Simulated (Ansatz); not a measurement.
**WS2: single-point calculation (part 1 of 2)**

The run: single-point calculation of WS2 (36 atoms in the cell). Method and program: DFT PBE+D3(BJ), scalar-relativistic, plane waves, PAW, no spin polarisation (Ansatz 0.2.0).

The structure derives from a Materials Project entry. It belongs to a series of runs on one base structure; here: the perfect crystal in a cell of 36 atoms. Figures and captions count atoms from 1; the log counts them from 0 in places.

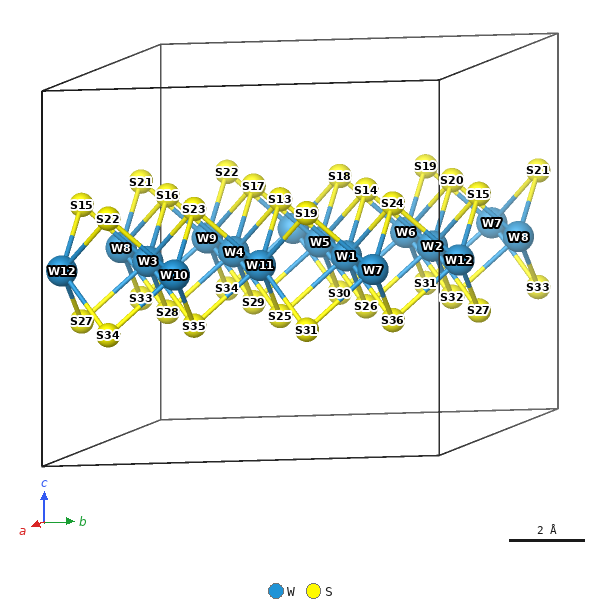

Figure 1. The input geometry (ball-and-stick view of the cell of the calculation, with the vacuum cut short, seen slightly off an axis; atoms are numbered from 1 in the order of the input). An atom can appear more than once, as a periodic image.

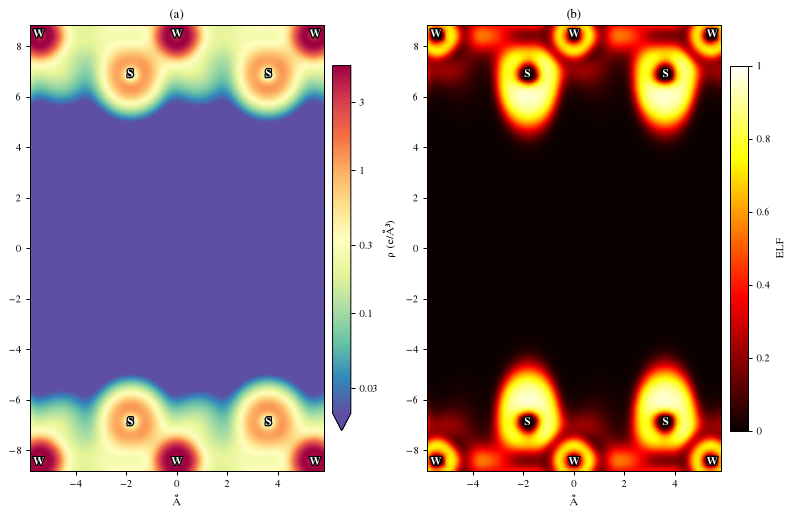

Figure 2. (a) valence charge density (pseudo); (b) ELF on the (100) plane of the calculation cell. Atoms in the plane: W and S. W–S (2.41 Å): ρ is about 0.63 e/Å³ halfway; the ELF is about 0.50 at the midpoint. The density dies away to nearly zero in the voids. The strong features right at W lie inside the PAW spheres (semicore, d or f shells) and say nothing about bonding. In a PAW calculation such maps are meaningful between the atoms, not at the nuclei.

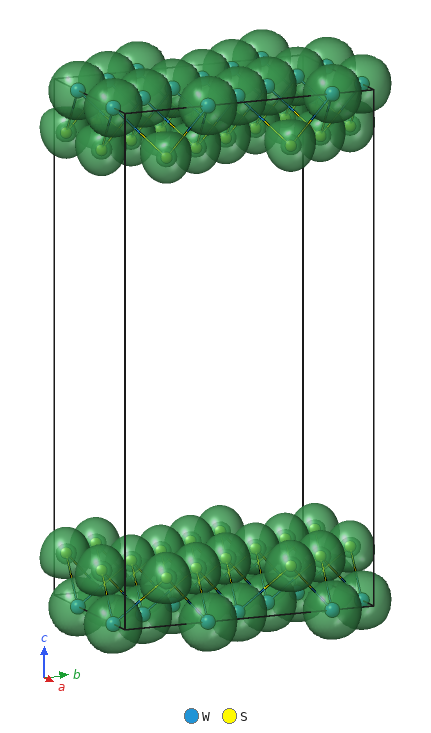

Figure 3. Isosurface of the valence pseudo-density at 0.8 e/Å³ (green), seen slightly off an axis. Sticks mark near contacts. The outline is the calculation cell. At this value the density breaks into separate islands; it holds about 55 % of the electrons treated as valence (semicore included). It is pinched off along the W–S (2.41 Å) contacts. On the grid the lowest density along these lines, outside the cores, is 0.63 e/Å³ (W–S, 2.41 Å).

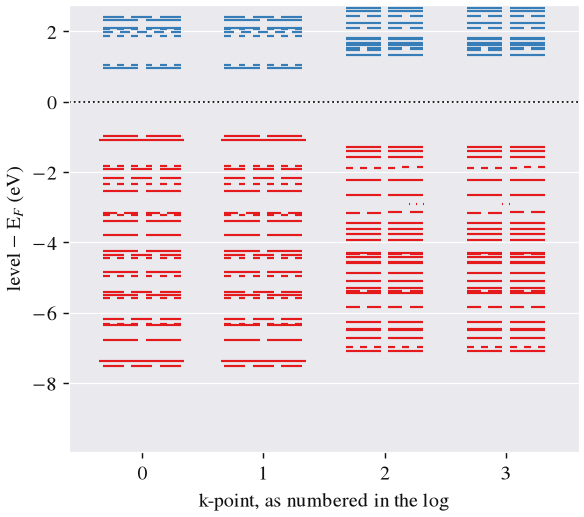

Figure 4. Kohn–Sham levels near the Fermi level (dotted) at the few k-points that the log prints; levels within 0.02 eV of each other stand side by side. Among these points the highest filled and lowest empty levels are 1.92 eV apart, which is the gap on the mesh.

The input and output of the run follow.

**Input**
```yaml
crystal:
  lattice:
    - [0.0, -10.9455797038, 0.0]
    - [-9.4791500826, 5.4727898519, 0.0]
    - [0.0, 0.0, -16.939467192]
  atoms:
    - { symbol: W, position: [0.6666666667, 0.6666666667, 0.0] }
    - { symbol: W, position: [0.5, 0.8333333333, 0.0] }
    - { symbol: W, position: [0.6666666667, 0.1666666667, 0.0] }
    - { symbol: W, position: [0.5, 0.3333333333, 0.0] }
    - { symbol: W, position: [0.3333333333, 0.5, 0.0] }
    - { symbol: W, position: [0.1666666667, 0.6666666667, 0.0] }
    - { symbol: W, position: [0.0, 0.8333333333, 0.0] }
    - { symbol: W, position: [0.3333333333, 0.0, 0.0] }
    - { symbol: W, position: [0.1666666667, 0.1666666667, 0.0] }
    - { symbol: W, position: [0.0, 0.3333333333, 0.0] }
    - { symbol: W, position: [0.8333333333, 0.5, 0.0] }
    - { symbol: W, position: [0.8333333333, 1.0, 0.0] }
    - { symbol: S, position: [0.6666666667, 0.5, 0.0930373795] }
    - { symbol: S, position: [0.5, 0.6666666667, 0.0930373795] }
    - { symbol: S, position: [0.6666666667, 0.0, 0.0930373795] }
    - { symbol: S, position: [0.5, 0.1666666667, 0.0930373795] }
    - { symbol: S, position: [0.3333333333, 0.3333333333, 0.0930373795] }
    - { symbol: S, position: [0.1666666667, 0.5, 0.0930373795] }
    - { symbol: S, position: [0.0, 0.6666666667, 0.0930373795] }
    - { symbol: S, position: [0.3333333333, 0.8333333333, 0.0930373795] }
    - { symbol: S, position: [0.1666666667, 1.0, 0.0930373795] }
    - { symbol: S, position: [1.0, 0.1666666667, 0.0930373795] }
    - { symbol: S, position: [0.8333333333, 0.3333333333, 0.0930373795] }
    - { symbol: S, position: [0.8333333333, 0.8333333333, 0.0930373795] }
    - { symbol: S, position: [0.6666666667, 0.5, 0.9069626205] }
    - { symbol: S, position: [0.5, 0.6666666667, 0.9069626205] }
    - { symbol: S, position: [0.6666666667, 0.0, 0.9069626205] }
    - { symbol: S, position: [0.5, 0.1666666667, 0.9069626205] }
    - { symbol: S, position: [0.3333333333, 0.3333333333, 0.9069626205] }
    - { symbol: S, position: [0.1666666667, 0.5, 0.9069626205] }
    - { symbol: S, position: [0.0, 0.6666666667, 0.9069626205] }
    - { symbol: S, position: [0.3333333333, 0.8333333333, 0.9069626205] }
    - { symbol: S, position: [0.1666666667, 1.0, 0.9069626205] }
    - { symbol: S, position: [1.0, 0.1666666667, 0.9069626205] }
    - { symbol: S, position: [0.8333333333, 0.3333333333, 0.9069626205] }
    - { symbol: S, position: [0.8333333333, 0.8333333333, 0.9069626205] }
basis:
  ecutwfc: 420
  xc_grid: 2
kpoints:
  mp_grid: { grid: [2, 2, 2], shift: [0.0, 0.0, 0.0] }
hamiltonian:
  xc: pbe
  dispersion: d3bj
scf:
  occupations: { method: gaussian, width: 0.01 }
output:
  forces: true
  stress: true
  eigenvalues: true
  write_density: true
  write_potential: true
  elf: true
  volumetric_format: npy
```

Launched with:
```bash
ansatz run input.yaml --threads 4 --pin off --max-ram 10240MiB --backend cpu --events-out ev --progress --plain --runs-dir out
```

**Log**
```
Engine: ansatz 0.2.0, x86_64-unknown-linux-gnu
Pseudopotentials: kind: paw
Pseudopotential: W, paw, valence charge 14, recommended cutoff 420 eV (normal), W.paw.azcp
Pseudopotential: S, paw, valence charge 6, recommended cutoff 420 eV (normal), S.paw.azcp
Functional definition: PBE
  parameter kappa = 0.804
  parameter beta = 0.06672455060314922
  exchange = pbe_x(kappa = kappa, mu = beta*pi^2/3)
  correlation = pbe_c(beta = beta)
Crystal: 36 atoms, lattice volume = 1757.551 Å³
Basis set: ecut = 420 eV, 34413 PW (Γ), exchange–correlation on 150×150×240 points (8 copies of the dense FFT grid, shifted against one another)
Bands: 192, of which v1, the nominal top of the filled ones, is band 156 counted from 1 (155 counted from 0)
Symmetry: 144 space group operations
Space group: P-6m2 (ITA 187), of the structure as read, at distance tolerance 1.2e-4 Å
k-points: 4 of 8
Non-local potential: W, projectors of the file, l = 0: 3, l = 1: 2, l = 2: 2, l = 3: 1
Non-local potential: S, projectors of the file, l = 0: 2, l = 1: 2, l = 2: 2
PAW form: soft (Blöchl's): semilocal exchange-correlation on the pseudo side does not see the compensation charge
PAW one-centre angular grid: W, 590 points (default); XC on 64 Gauss nodes
PAW one-centre angular grid: S, 110 points (default); XC on 64 Gauss nodes
Initial density: superposition of atomic densities (neutral atoms: chi_scale 0, normalization atom), corrected by the library's trained network
Initial wavefunctions: pseudopotential atomic-orbital guess
Functional: x = pbe(κ = 0.804, μ = 0.2195149727645171), c = pbe(β = 0.06672455060314922)
SCF iter   1: F=—  HF=-146308.250299 eV  |F-HF|=—  |Δ(HF+E_count)|=         —  Δρ=3.51e-3  dr2=2.71e-1  ethr=1.77e-3  ⟨swp⟩=7.5  Hψ=3596  notcnv=0  defer=4
preconditioner: auto → Resta (q_TF=auto, 2.045 Å⁻¹)  ε∞=3.4  [insulator: Δε(μ)=1.921 eV  Ē_g=8.332 eV  σ=0.010 eV  W_gap=1.00  n_scr=262 (ndim 8)  ℏωp=13.0 eV  f_vac=0.607  D(μ)=0.00/eV (n_scr^D=0)  ε∞_Penn≈3.4  vacuum switching on, ρ_ref=5.0e-3 e/Å³]
SCF iter   2: F=—  HF=-146308.278523 eV  |F-HF|=—  |Δ(HF+E_count)|=   2.82e-2  Δρ=1.96e-3  dr2=6.24e-2  ethr=8.69e-5  ⟨swp⟩=3.5  Hψ=1395  notcnv=0  defer=100
SCF iter   3: F=—  HF=-146308.293165 eV  |F-HF|=—  |Δ(HF+E_count)|=   1.46e-2  Δρ=1.13e-3  dr2=1.16e-2  ethr=2.00e-5  ⟨swp⟩=2.5  Hψ=1076  notcnv=0  defer=100
SCF iter   4: F=—  HF=-146308.307920 eV  |F-HF|=—  |Δ(HF+E_count)|=   1.48e-2  Δρ=2.79e-4  dr2=8.40e-4  ethr=3.72e-6  ⟨swp⟩=2.0  Hψ=1144  notcnv=0  defer=100
SCF iter   5: F=—  HF=-146308.308763 eV  |F-HF|=—  |Δ(HF+E_count)|=   8.43e-4  Δρ=5.36e-5  dr2=1.07e-4  ethr=2.69e-7  ⟨swp⟩=2.0  Hψ=1198  notcnv=0  defer=100
SCF iter   6: F=—  HF=-146308.308723 eV  |F-HF|=—  |Δ(HF+E_count)|=   3.97e-5  Δρ=4.75e-6  dr2=6.95e-7  ethr=3.42e-8  ⟨swp⟩=2.2  Hψ=1114  notcnv=0  defer=100
SCF iter   7: F=—  HF=-146308.309896 eV  |F-HF|=—  |Δ(HF+E_count)|=   1.17e-3  Δρ=2.56e-6  dr2=2.27e-7  ethr=3.21e-11  ⟨swp⟩=23.0  Hψ=8131  notcnv=0
SCF iter   8: F=-146308.309896 eV  HF=-146308.309896 eV  |F-HF|=1.14e-8  |Δ(HF+E_count)|=   3.14e-8  Δρ=5.49e-7  dr2=1.44e-8  ethr=3.21e-11  ⟨swp⟩=10.5  Hψ=5436  notcnv=0
SCF 1 converged in 8 iterations: F = -146308.309896 eV  dr2 = 1.44e-8
  greatest PAW one-centre occupation: 1.000 electrons in one spin orbital (limit 2), on the W atom at site 11 (counted from 0), in its partial waves of l = 0
WARN: The output density's exchange-correlation potential varies sharply where the density is thin. Do not read a vacuum level from v_tot or v_xc, or from such a field of the output density. On a cell that repeats whose density bears no net charge and no dipole along the vacuum's axis use v_es (v_loc + v_h of the components); under efield.dipole_correction with no amplitude use v_es + v_field, which holds any external_charges[].barrier, or the levels of the report's work_function block, which leave it out; under a non-zero efield.amplitude the vacuum is tilted and has no level; on a cell that repeats and bears such a dipole with no correction it is tilted too, and efield.dipole_correction with no amplitude gives each side of its ramp a level where efield: is served; in a cell that repeats whose density bears a net charge (total_charge, or a fill off its count) it is curved and has none; of a slab under crystal.periodic whose density bears no net charge use v_es, which has a level on each side, short of where the two are joined; of another it falls or rises all the way out and has none; of a slab beside external_charges read slab_vacuum_level instead, which it has where they leave it neutral. The grid or the basis barely resolves most such structure, and the values can differ between equally converged runs; as a rule a tighter scf.convergence.dr2_threshold does not remove it. Where the density itself ripples (under the LDA too) a higher basis.ecutwfc lessens it. The files hold the spikes' plane waves up to the density's cutoff. Files: v_tot_of_output_density and the like, and their columns of v_z.tsv (output.write_potential); v_xc_of_output_density and the like, and their columns of v_comp_z.tsv (output.write_potential_components). Measured: with its Gaussian average of σ = 0.25 Å subtracted twice, the exchange-correlation potential is over 0.1 eV at 156 of the grid points where the equally averaged density (valence and model cores) is under 1e-3 e/Å³, and 0.205 eV at the most among them, at an averaged density of 1.2e-8 e/Å³. See output.write_potential in the manual, Limitations
SCF converged after 8 iterations
Free energy (F): -146308.309896 eV
Harris-Foulkes:  -146308.309896 eV  (|F-HF|=1.14e-8)
Internal energy: -146308.309896 eV  (E = F + TS)
E sigma→0 (E₀):  -146308.309896 eV
Fermi energy:    1.369755 eV
--- Per-component energies (eV) ---
  E_band       = -5562.600412
  E_kinetic    = 7995.632909
  E_local      = -149944.151542  (includes V_loc(G=0)·N_el)
  E_nonlocal   = 687.446166
  E_hartree    = 71149.544777
  E_xc         = -5545.425028
  E_vxc        = -4979.472844  (∫ρ·V_xc dr)
  E_paw        = -117157.536884  (= ΣΔE_a)
  E_vpaw       = -1621.110402  (= ΣTr[D̂ρ^β])
  E_aug_tail   = -0.000744  (compensation charges beyond the density's cutoff)
  E_ewald      = 46517.368901
  E_disp       = -11.188449  (pairwise vdW)
  E_smearing   = -0.000000  (= −TS)
  E_closure    = 0.000000  (closes the sum)
  Σ components = -146308.309896   (vs F -146308.309896, Δ=0.00e0)
--- Forces (eV/Å), atoms counted from 1 ---
  atom   1  W     -0.00000000    -0.00000000    -0.00000000
  atom   2  W      0.00000000    -0.00000000    -0.00000000
  atom   3  W     -0.00000000    -0.00000000    -0.00000000
  atom   4  W      0.00000000    -0.00000000    -0.00000000
  atom   5  W      0.00000000    -0.00000000    -0.00000000
  atom   6  W      0.00000000    -0.00000000    -0.00000000
  atom   7  W      0.00000000    -0.00000000    -0.00000000
  atom   8  W      0.00000000    -0.00000000    -0.00000000
  atom   9  W     -0.00000000    -0.00000000    -0.00000000
  atom  10  W      0.00000000    -0.00000000    -0.00000000
  atom  11  W      0.00000000    -0.00000000    -0.00000000
  atom  12  W      0.00000000    -0.00000000    -0.00000000
  atom  13  S      0.00000000    -0.00000000    -0.00427757
  atom  14  S      0.00000000    -0.00000000    -0.00427757
  atom  15  S      0.00000000    -0.00000000    -0.00427757
  atom  16  S      0.00000000    -0.00000000    -0.00427757
  atom  17  S      0.00000000     0.00000000    -0.00427757
  atom  18  S     -0.00000000    -0.00000000    -0.00427757
  atom  19  S      0.00000000    -0.00000000    -0.00427757
  atom  20  S      0.00000000    -0.00000000    -0.00427757
  atom  21  S     -0.00000000    -0.00000000    -0.00427757
  atom  22  S      0.00000000    -0.00000000    -0.00427757
  atom  23  S     -0.00000000    -0.00000000    -0.00427757
  atom  24  S      0.00000000    -0.00000000    -0.00427757
  atom  25  S     -0.00000000    -0.00000000     0.00427757
  atom  26  S     -0.00000000    -0.00000000     0.00427757
  atom  27  S     -0.00000000    -0.00000000     0.00427757
  atom  28  S     -0.00000000    -0.00000000     0.00427757
  atom  29  S     -0.00000000    -0.00000000     0.00427757
  atom  30  S      0.00000000    -0.00000000     0.00427757
  atom  31  S     -0.00000000    -0.00000000     0.00427757
  atom  32  S     -0.00000000    -0.00000000     0.00427757
  atom  33  S      0.00000000    -0.00000000     0.00427757
  atom  34  S     -0.00000000    -0.00000000     0.00427757
  atom  35  S     -0.00000000    -0.00000000     0.00427757
  atom  36  S     -0.00000000    -0.00000000     0.00427757
  max |Σ_I F_I| component: 4.19e-17 eV/Å
```
